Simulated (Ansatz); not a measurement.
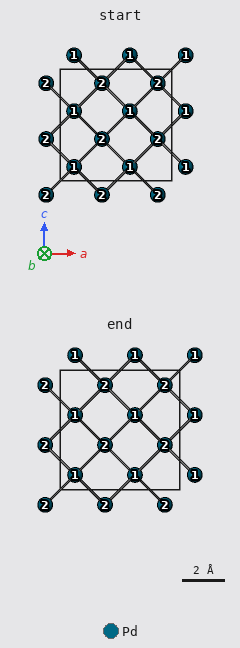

The structure of solid Pd (a generated structure, set up in Fd-3m) before (top) and after (bottom) a relaxation, at one scale.

A ball-and-stick model of the conventional cell (4 times the calculation's cell), seen along the b axis. Lengths and directions refer to the drawn axes.

Phase: diamond.

Computed with DFT, PBE, plane waves (420 eV) with PAW, scalar-relativistic in Ansatz 0.2.0.

Input
```yaml
crystal:
  lattice:
    - [0.0, 2.7082278367, 2.7082278367]
    - [2.7082278367, 0.0, 2.7082278367]
    - [2.7082278367, 2.7082278367, 0.0]
  atoms:
    - { symbol: Pd, position: [0.125, 0.125, 0.125] }
    - { symbol: Pd, position: [0.875, 0.875, 0.875] }
hamiltonian:
  xc: pbe
  pseudopotentials:
    kind: paw
    azcp:
      Pd: "pseudopotentials/Pd.paw.azcp"
basis:
  ecutwfc: 420
  fft_grid_basis: typed
kpoints:
  mp_grid: { grid: [10, 10, 10], shift: [0, 0, 0] }
magnetization:
  spin_polarized: false
scf:
  occupations: { method: fermi_dirac, width: 0.1 }
relax:
  max_steps: 60
  f_tol: 0.01
  cell: {}
```

Command:
```bash
ansatz run input.yaml --threads 1 --pin off --max-ram 3584MiB --backend cpu --events-out ev --progress --plain --runs-dir out
```

Question: Summarise the run.

Answer: Over 5 accepted moves (7 points after the start) the energy falls by 0.577 eV per cell of the calculation. All forces vanish by symmetry, so only the cell relaxes. Pressure: 24.79 GPa at the start and 0.03 GPa at the end. At 2 points the geometry stayed and the basis and grid were re-selected for the new cell (energy shift of 5.8 meV per cell of the calculation at most each time). The atoms keep their places relative to the cell (all moves are under 0.005 Å). The drawn cell changes as follows: a = b = c 5.416 → 5.811 Å (+7.3 %); the volume changes by +23.5 %. Among the contacts that change: Pd1–Pd2 2.345 → 2.516 Å. The space group stays Fd-3m (No. 227).
